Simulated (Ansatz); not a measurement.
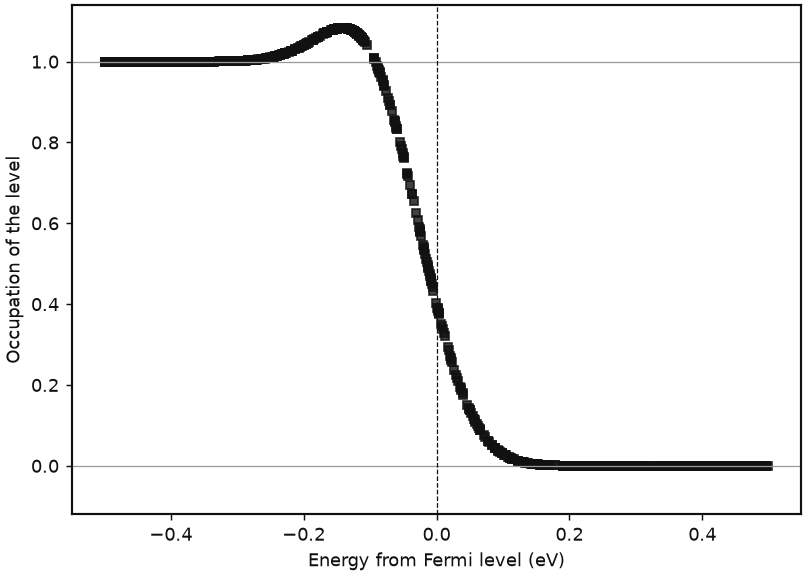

Occupations of the one-electron levels of the k mesh against their energy, from a run on FeNi₃, space group R-3m, 4 atoms in the cell, with Ansatz.

Q: Which smearing scheme was used (Fermi-Dirac, Gaussian, Methfessel-Paxton or cold), and about what width?

A: cold (Marzari-Vanderbilt) smearing with a width of 0.1 eV. The occupations overshoot 1 below the Fermi level (up to 1.08) but never turn negative, and they are not symmetric about it.
